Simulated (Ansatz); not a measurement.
```xyz
2
Lattice="1.9000 -1.9000 0.0000 1.9000 1.9000 0.0000 0.0000 0.0000 3.5185" Properties=species:S:1:pos:R:3 pbc="T T T"
Ni    0.0000    0.0000    0.0000
Ni    1.9000    0.0000    1.7593
```

Space group I4/mmm; changed on purpose from its base cell (strain +0.080 along x and y, +0.000 along z, atoms carried along); computed pressure about −21 GPa in this cell; spin-polarised.

Level of theory: Ansatz, DFT PBE, scalar-relativistic, plane waves, PAW.

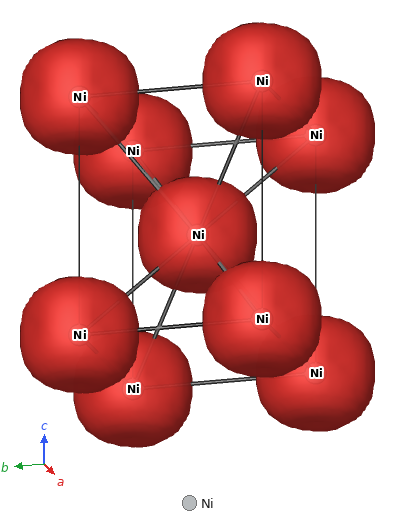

Ni. Isosurfaces of the spin density at +0.03 (red) and −0.03 e/Å³ (blue), seen at an oblique angle. Sticks mark near contacts.

In a PAW calculation such maps are meaningful between the atoms, not at the nuclei.

**Describe the spin distribution.**

The spin density sits on Ni: +0.7 μB (×2) in one cell of 2 atoms: parallel moments, as they must be, since the calculation's own cell holds one magnetic site. The cell of the calculation (1 atoms) carries 0.7 μB of net spin moment. Only one sign reaches the isovalue.
